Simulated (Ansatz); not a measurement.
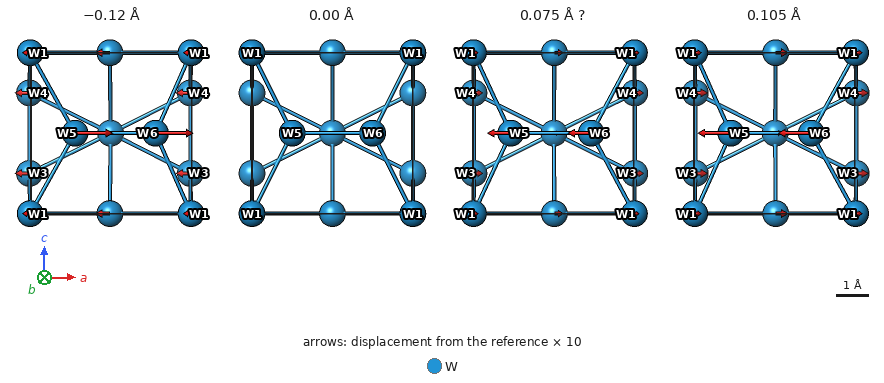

A scan of solid W (Pm-3n): a normal mode at the zone centre (one arbitrary combination within a set of 3 degenerate modes) is frozen in with the cell fixed, the amplitude being the largest displacement of an atom. Style: ball-and-stick. Shown: the cell of the calculation, along the b axis. Red arrows: displacements from the reference.

These are results of DFT PBEsol, scalar-relativistic, plane waves, PAW in Ansatz 0.2.0, not measurements. Settings: plane-wave cutoff 420 eV; k-point mesh 8 × 8 × 8; occupations gaussian; smearing width 0.15 eV; no spin polarisation. Energies (free energies at the smearing named) are counted from the relaxed crystal.

```csv
largest displacement (Å),E − E(ref) (meV/cell)
−0.120,135.3
−0.060,33.4
0.000,0.0
0.015,2.1
0.030,8.3
0.045,18.8
0.075,?
0.090,75.6
0.105,103.3
```

### Fill in the missing row.

A straight line between the two neighbours gives 56.7 meV/cell. A cubic through the four nearest rows (0.030, 0.045, 0.090, 0.105) gives, with Lagrange weights, (−0.2000)(8.3) + (0.5000)(18.8) + (1.0000)(75.6) + (−0.3000)(103.3) = 52.3 meV/cell. The calculation gives 52.4 meV/cell, so the cubic is 0.1 meV/cell too low and the straight line 4.3 meV/cell too high, as the curve bends upwards here.

The whole profile:

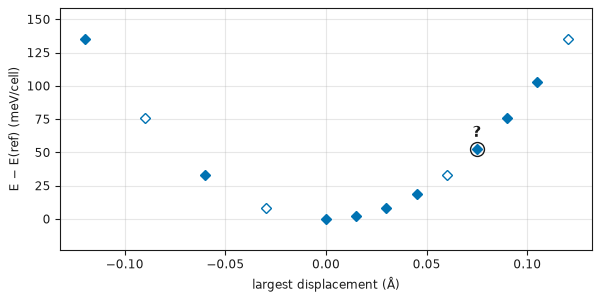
